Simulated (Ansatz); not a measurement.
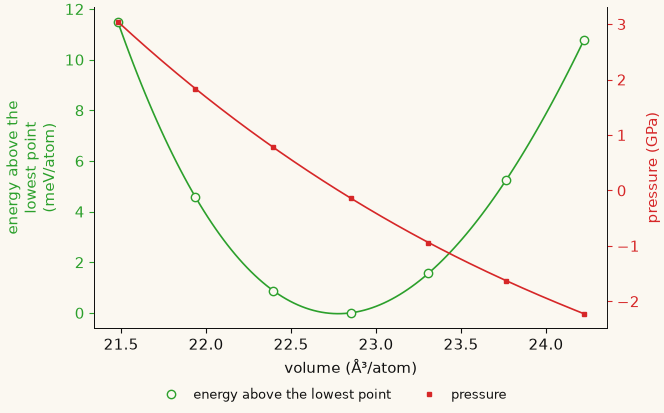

The plot gives the computed energy above the lowest point and pressure against volume for Cd, space group Fm-3m (No. 225) (one of a set of cubic test structures, which need not be the stable phase).

Computed with Ansatz 0.2.0 development build: equation of state of a cubic crystal from periodic Kohn-Sham density functional theory without spin, third-order Birch-Murnaghan fit to the free energies; pressure corrected for the finite basis. Level: PBE.

- structure type: fcc
- atoms in cell: 1
- space group number: 225
- lattice centring: face-centred primitive
- k mesh: 14×14×14
- occupation method: Fermi–Dirac
- occupation width: 0.06123 eV
- wave cutoff: 700 eV
- datasets: hard PAW
- density tolerance: 1e−09 eV
- bands: 14
- density cutoff ratio: 4
- search for lower states: default

### Give the fitted equation-of-state parameters.

A third-order Birch–Murnaghan fit gives V0 = 22.78 Å³/atom, B0 = 43.6 GPa and B′ = 6.0.

### How does the pressure vary with volume?

It falls from 3.046 GPa at volume 21.48 Å³/atom to −2.224 GPa at 24.22 Å³/atom, and changes sign near 22.78 Å³/atom.

Note: cubic model structure, not the ambient form; modest k-mesh, values are not fully converged in k.

The computed values:

| volume (Å³/atom) | energy above the lowest point (meV/atom) | pressure (GPa) |
| --- | --- | --- |
| 21.48 | 11.5 | 3.046 |
| 21.94 | 4.6 | 1.836 |
| 22.39 | 0.9 | 0.780 |
| 22.85 | 0.0 | −0.140 |
| 23.31 | 1.6 | −0.940 |
| 23.77 | 5.2 | −1.628 |
| 24.22 | 10.8 | −2.224 |
